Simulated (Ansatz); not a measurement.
**Geometry relaxation of W (part 3 of 3)**

Continued. System: W (slab, 20 atoms in the cell). Method: DFT PBE+D3(BJ), scalar-relativistic, plane waves, PAW, no spin polarisation (Ansatz 0.2.0); cutoff 420 eV, 3×3×1 k-mesh, Gaussian smearing of 0.1 eV. The structure derives from an entry of the Crystallography Open Database. The input holds or restrains some coordinates. Forces given for the steps count only the free coordinates. It belongs to a series of runs on one base structure; here: clean slab, lower planes held.

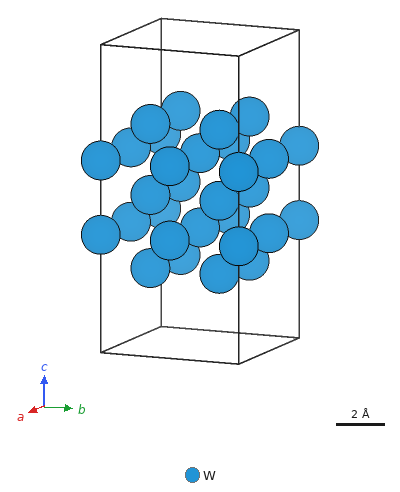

**Figure 1.** The geometry at step 4 of the log (spheres-only view of the cell of the calculation, with the vacuum cut short, seen slightly off an axis).

Trajectory as extended XYZ (Å, eV, eV/Å), 6 frames, from step=1 to step=6
```
20
Lattice="6.3187 0.0000 0.0000 0.0000 6.3187 0.0000 0.0000 0.0000 22.3187" Properties=species:S:1:pos:R:3:forces:R:3 step=1 energy=-207684.50233
W     1.5797    4.7391    8.0000    0.0000   0.0000   1.3819
W     1.5797    1.5797    8.0000    0.0000   0.0000   1.3819
W     4.7391    4.7391    8.0000    0.0000   0.0000   1.3819
W     4.7391    1.5797    8.0000    0.0000   0.0000   1.3819
W     3.1594    3.1594    9.5797    0.0000   0.0000  -1.4718
W     3.1594    0.0000    9.5797    0.0000   0.0000  -1.4718
W     0.0000    3.1594    9.5797    0.0000   0.0000  -1.4718
W     0.0000    0.0000    9.5797    0.0000   0.0000  -1.4718
W     4.7391    1.5797   11.1594    0.0000   0.0000   0.0000
W     4.7391    4.7391   11.1594    0.0000   0.0000   0.0000
W     1.5797    1.5797   11.1594    0.0000   0.0000   0.0000
W     1.5797    4.7391   11.1594    0.0000   0.0000   0.0000
W     0.0000    0.0000   12.7391    0.0000   0.0000   1.4718
W     0.0000    3.1594   12.7391    0.0000   0.0000   1.4718
W     3.1594    0.0000   12.7391    0.0000   0.0000   1.4718
W     3.1594    3.1594   12.7391    0.0000   0.0000   1.4718
W     1.5797    4.7391   14.3187    0.0000   0.0000  -1.3819
W     1.5797    1.5797   14.3187    0.0000   0.0000  -1.3819
W     4.7391    4.7391   14.3187    0.0000   0.0000  -1.3819
W     4.7391    1.5797   14.3187    0.0000   0.0000  -1.3819
20
Lattice="6.3187 0.0000 0.0000 0.0000 6.3187 0.0000 0.0000 0.0000 22.3187" Properties=species:S:1:pos:R:3:forces:R:3 step=2 energy=-207684.30607 accepted=F
W     1.5797    4.7391    8.0000    0.0000   0.0000   1.6202
W     1.5797    1.5797    8.0000    0.0000   0.0000   1.6202
W     4.7391    4.7391    8.0000    0.0000   0.0000   1.6202
W     4.7391    1.5797    8.0000    0.0000   0.0000   1.6202
W     3.1594    3.1594    9.5797    0.0000   0.0000  -0.6713
W     3.1594    0.0000    9.5797    0.0000   0.0000  -0.6713
W     0.0000    3.1594    9.5797    0.0000   0.0000  -0.6713
W     0.0000    0.0000    9.5797    0.0000   0.0000  -0.6713
W     4.7391    1.5797   11.2014    0.0000   0.0000  -0.9689
W     4.7391    4.7391   11.2014    0.0000   0.0000  -0.9689
W     1.5797    1.5797   11.2014    0.0000   0.0000  -0.9689
W     1.5797    4.7391   11.2014    0.0000   0.0000  -0.9689
W     0.0000    0.0000   12.8672    0.0000   0.0000  -1.8935
W     0.0000    3.1594   12.8672    0.0000   0.0000  -1.8935
W     3.1594    0.0000   12.8672    0.0000   0.0000  -1.8935
W     3.1594    3.1594   12.8672    0.0000   0.0000  -1.8935
W     1.5797    4.7391   14.1240    0.0000   0.0000   1.9131
W     1.5797    1.5797   14.1240    0.0000   0.0000   1.9131
W     4.7391    4.7391   14.1240    0.0000   0.0000   1.9131
W     4.7391    1.5797   14.1240    0.0000   0.0000   1.9131
20
Lattice="6.3187 0.0000 0.0000 0.0000 6.3187 0.0000 0.0000 0.0000 22.3187" Properties=species:S:1:pos:R:3:forces:R:3 step=3 energy=-207684.96973
W     1.5797    4.7391    8.0000    0.0000   0.0000   1.3188
W     1.5797    1.5797    8.0000    0.0000   0.0000   1.3188
W     4.7391    4.7391    8.0000    0.0000   0.0000   1.3188
W     4.7391    1.5797    8.0000    0.0000   0.0000   1.3188
W     3.1594    3.1594    9.5797    0.0000   0.0000  -1.0921
W     3.1594    0.0000    9.5797    0.0000   0.0000  -1.0921
W     0.0000    3.1594    9.5797    0.0000   0.0000  -1.0921
W     0.0000    0.0000    9.5797    0.0000   0.0000  -1.0921
W     4.7391    1.5797   11.1556    0.0000   0.0000  -0.1318
W     4.7391    4.7391   11.1556    0.0000   0.0000  -0.1318
W     1.5797    1.5797   11.1556    0.0000   0.0000  -0.1318
W     1.5797    4.7391   11.1556    0.0000   0.0000  -0.1318
W     0.0000    0.0000   12.7928    0.0000   0.0000   0.1159
W     0.0000    3.1594   12.7928    0.0000   0.0000   0.1159
W     3.1594    0.0000   12.7928    0.0000   0.0000   0.1159
W     3.1594    3.1594   12.7928    0.0000   0.0000   0.1159
W     1.5797    4.7391   14.2240    0.0000   0.0000  -0.2108
W     1.5797    1.5797   14.2240    0.0000   0.0000  -0.2108
W     4.7391    4.7391   14.2240    0.0000   0.0000  -0.2108
W     4.7391    1.5797   14.2240    0.0000   0.0000  -0.2108
20
Lattice="6.3187 0.0000 0.0000 0.0000 6.3187 0.0000 0.0000 0.0000 22.3187" Properties=species:S:1:pos:R:3:forces:R:3 step=4 energy=-207684.97940
W     1.5797    4.7391    8.0000    0.0000   0.0000   1.2825
W     1.5797    1.5797    8.0000    0.0000   0.0000   1.2825
W     4.7391    4.7391    8.0000    0.0000   0.0000   1.2825
W     4.7391    1.5797    8.0000    0.0000   0.0000   1.2825
W     3.1594    3.1594    9.5797    0.0000   0.0000  -1.4646
W     3.1594    0.0000    9.5797    0.0000   0.0000  -1.4646
W     0.0000    3.1594    9.5797    0.0000   0.0000  -1.4646
W     0.0000    0.0000    9.5797    0.0000   0.0000  -1.4646
W     4.7391    1.5797   11.1237    0.0000   0.0000  -0.0306
W     4.7391    4.7391   11.1237    0.0000   0.0000  -0.0306
W     1.5797    1.5797   11.1237    0.0000   0.0000  -0.0306
W     1.5797    4.7391   11.1237    0.0000   0.0000  -0.0306
W     0.0000    0.0000   12.7559    0.0000   0.0000   0.1420
W     0.0000    3.1594   12.7559    0.0000   0.0000   0.1420
W     3.1594    0.0000   12.7559    0.0000   0.0000   0.1420
W     3.1594    3.1594   12.7559    0.0000   0.0000   0.1420
W     1.5797    4.7391   14.1595    0.0000   0.0000   0.0704
W     1.5797    1.5797   14.1595    0.0000   0.0000   0.0704
W     4.7391    4.7391   14.1595    0.0000   0.0000   0.0704
W     4.7391    1.5797   14.1595    0.0000   0.0000   0.0704
20
Lattice="6.3187 0.0000 0.0000 0.0000 6.3187 0.0000 0.0000 0.0000 22.3187" Properties=species:S:1:pos:R:3:forces:R:3 step=5 energy=-207684.98868
W     1.5797    4.7391    8.0000    0.0000   0.0000   1.2966
W     1.5797    1.5797    8.0000    0.0000   0.0000   1.2966
W     4.7391    4.7391    8.0000    0.0000   0.0000   1.2966
W     4.7391    1.5797    8.0000    0.0000   0.0000   1.2966
W     3.1594    3.1594    9.5797    0.0000   0.0000  -1.3021
W     3.1594    0.0000    9.5797    0.0000   0.0000  -1.3021
W     0.0000    3.1594    9.5797    0.0000   0.0000  -1.3021
W     0.0000    0.0000    9.5797    0.0000   0.0000  -1.3021
W     4.7391    1.5797   11.1329    0.0000   0.0000   0.0042
W     4.7391    4.7391   11.1329    0.0000   0.0000   0.0042
W     1.5797    1.5797   11.1329    0.0000   0.0000   0.0042
W     1.5797    4.7391   11.1329    0.0000   0.0000   0.0042
W     0.0000    0.0000   12.7779    0.0000   0.0000   0.0027
W     0.0000    3.1594   12.7779    0.0000   0.0000   0.0027
W     3.1594    0.0000   12.7779    0.0000   0.0000   0.0027
W     3.1594    3.1594   12.7779    0.0000   0.0000   0.0027
W     1.5797    4.7391   14.1846    0.0000   0.0000  -0.0013
W     1.5797    1.5797   14.1846    0.0000   0.0000  -0.0013
W     4.7391    4.7391   14.1846    0.0000   0.0000  -0.0013
W     4.7391    1.5797   14.1846    0.0000   0.0000  -0.0013
20
Lattice="6.3187 0.0000 0.0000 0.0000 6.3187 0.0000 0.0000 0.0000 22.3187" Properties=species:S:1:pos:R:3:forces:R:3 step=6 energy=-207684.98868
W     1.5797    4.7391    8.0000    0.0000   0.0000   1.2966
W     1.5797    1.5797    8.0000    0.0000   0.0000   1.2966
W     4.7391    4.7391    8.0000    0.0000   0.0000   1.2966
W     4.7391    1.5797    8.0000    0.0000   0.0000   1.2966
W     3.1594    3.1594    9.5797    0.0000   0.0000  -1.3022
W     3.1594    0.0000    9.5797    0.0000   0.0000  -1.3022
W     0.0000    3.1594    9.5797    0.0000   0.0000  -1.3022
W     0.0000    0.0000    9.5797    0.0000   0.0000  -1.3022
W     4.7391    1.5797   11.1329    0.0000   0.0000   0.0043
W     4.7391    4.7391   11.1329    0.0000   0.0000   0.0043
W     1.5797    1.5797   11.1329    0.0000   0.0000   0.0043
W     1.5797    4.7391   11.1329    0.0000   0.0000   0.0043
W     0.0000    0.0000   12.7779    0.0000   0.0000   0.0027
W     0.0000    3.1594   12.7779    0.0000   0.0000   0.0027
W     3.1594    0.0000   12.7779    0.0000   0.0000   0.0027
W     3.1594    3.1594   12.7779    0.0000   0.0000   0.0027
W     1.5797    4.7391   14.1846    0.0000   0.0000  -0.0013
W     1.5797    1.5797   14.1846    0.0000   0.0000  -0.0013
W     4.7391    4.7391   14.1846    0.0000   0.0000  -0.0013
W     4.7391    1.5797   14.1846    0.0000   0.0000  -0.0013
```

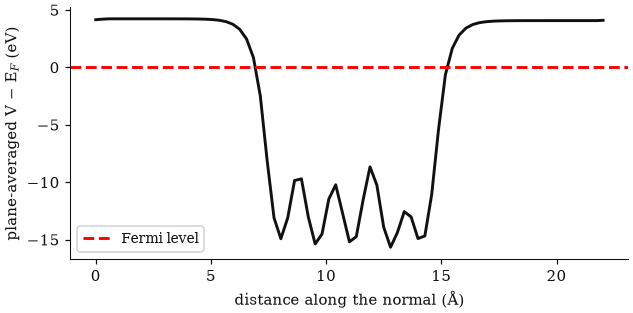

**Figure 2.** Plane average of the electrostatic potential energy of an electron across the cell, from the Fermi level. The vacuum level lies 4.07 eV above the Fermi level on the upper side and 4.22 eV on the lower.

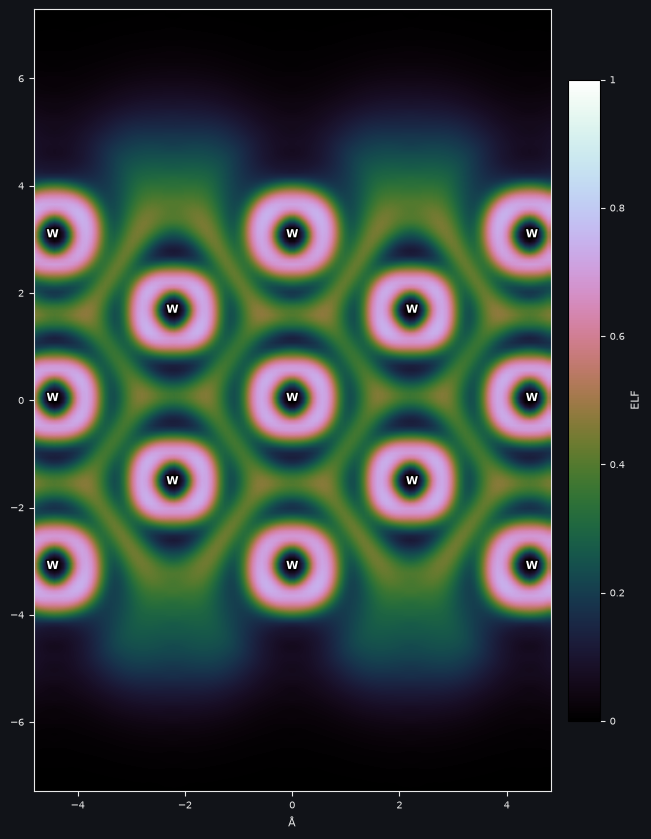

**Figure 3.** ELF on the (11̄0) plane of the calculation cell, a cut from vacuum to vacuum. The section cuts through W sites. W–W (2.64 Å): the ELF is about 0.40 at the midpoint (metallic bonding. W–W (2.72 Å): the ELF is about 0.35 at the midpoint, as expected for nearly free electrons, as in a simple metal. W–W (2.77 Å): the ELF is about 0.35 at the midpoint, as expected for nearly free electrons, as in a simple metal. The strong features right at W lie inside the PAW spheres (semicore, d or f shells) and say nothing about bonding. The fields are those of the smooth PAW valence density.

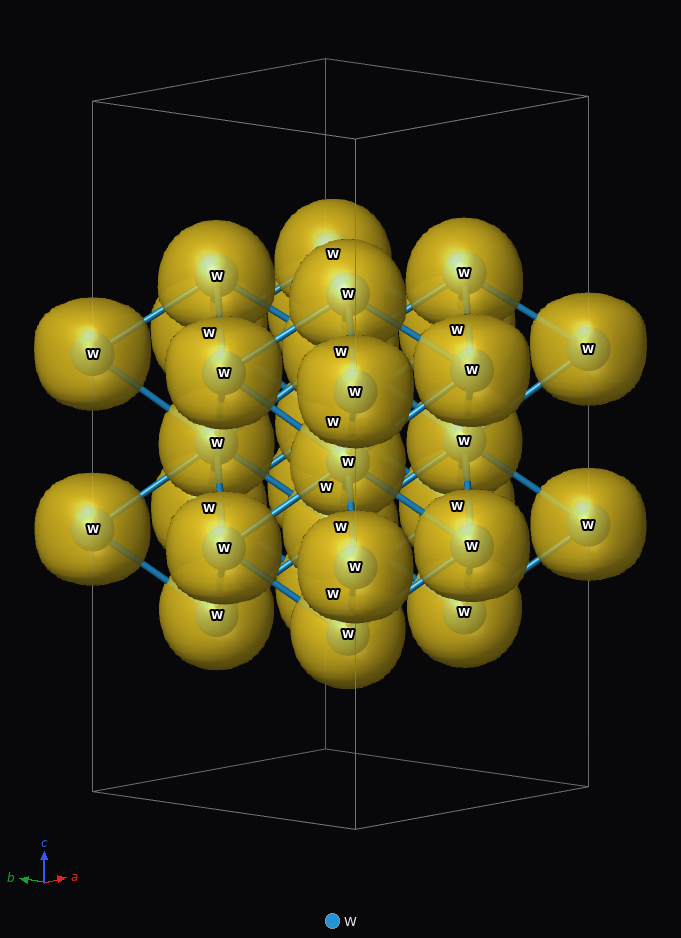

**Figure 4.** Isosurface of the valence pseudo-density at 0.6 e/Å³ (yellow), seen at an oblique angle. Sticks mark near contacts. At this value the density breaks into separate islands; it holds about 70 % of the electrons treated as valence (semicore included). It is pinched off along the W–W (2.64 Å), W–W (2.72 Å) and W–W (2.77 Å) contacts. On the grid the lowest density along these lines, outside the cores, is 0.51 e/Å³ (W–W, 2.64 Å), 0.43 e/Å³ (W–W, 2.72 Å) and 0.39 e/Å³ (W–W, 2.77 Å).

This output came from the following input.

Input file
```yaml
crystal:
  lattice:
    - [6.3187499324, 0.0, 0.0]
    - [0.0, 6.3187499324, 0.0]
    - [0.0, 0.0, 22.3187499324]
  atoms:
    - { symbol: W, position: [0.25, 0.75, 0.3584430142] }
    - { symbol: W, position: [0.25, 0.25, 0.3584430142] }
    - { symbol: W, position: [0.75, 0.75, 0.3584430142] }
    - { symbol: W, position: [0.75, 0.25, 0.3584430142] }
    - { symbol: W, position: [0.5, 0.5, 0.4292215071] }
    - { symbol: W, position: [0.5, 0.0, 0.4292215071] }
    - { symbol: W, position: [0.0, 0.5, 0.4292215071] }
    - { symbol: W, position: [0.0, 0.0, 0.4292215071] }
    - { symbol: W, position: [0.75, 0.25, 0.5] }
    - { symbol: W, position: [0.75, 0.75, 0.5] }
    - { symbol: W, position: [0.25, 0.25, 0.5] }
    - { symbol: W, position: [0.25, 0.75, 0.5] }
    - { symbol: W, position: [0.0, 0.0, 0.5707784929] }
    - { symbol: W, position: [0.0, 0.5, 0.5707784929] }
    - { symbol: W, position: [0.5, 0.0, 0.5707784929] }
    - { symbol: W, position: [0.5, 0.5, 0.5707784929] }
    - { symbol: W, position: [0.25, 0.75, 0.6415569858] }
    - { symbol: W, position: [0.25, 0.25, 0.6415569858] }
    - { symbol: W, position: [0.75, 0.75, 0.6415569858] }
    - { symbol: W, position: [0.75, 0.25, 0.6415569858] }
basis:
  ecutwfc: 420
kpoints:
  mp_grid: { grid: [3, 3, 1] }
hamiltonian:
  xc: pbe
  dispersion: d3bj
scf:
  occupations: { method: gaussian, width: 0.1 }
output:
  forces: true
  eigenvalues: true
  write_density: true
  write_potential: true
  elf: true
  volumetric_format: npy
relax:
  adjacent_minimum: "off"
  f_tol: 0.03
  max_steps: 70
  constraints: [{ sites: [0, 1, 2, 3, 4, 5, 6, 7] }]
efield:
  axis: 3
  dipole_correction: true
  ramp_width: 0.04
```

Command:
```bash
ansatz run input.yaml --threads 4 --pin off --max-ram 10240MiB --backend cpu --events-out ev --progress --plain --runs-dir out
```

Results in brief

```csv
quantity,value
outcome,converged under the restraints of the input
electrons treated,280
free energy,−207684.9887 eV
"work function, top face",4.07 eV
"work function, bottom face",4.22 eV
Fermi energy,5.453 eV
gap on the k-point mesh,none (metallic)
final volume,891.11 Å³
work function (upper face),4.07 eV
"largest force (length of the vector) at the end, held atoms and coordinates included",1.302 eV/Å
hardware,"4 threads of Arm Neoverse V2, 24 GiB of memory available, shared host"
wall time,91 s (CPU time 5.9 min)
peak memory,2 GiB
```

Remarks

The program warns: the exchange-correlation potential is rough where the density is thin. Spin–orbit coupling is left out, which matters for W.
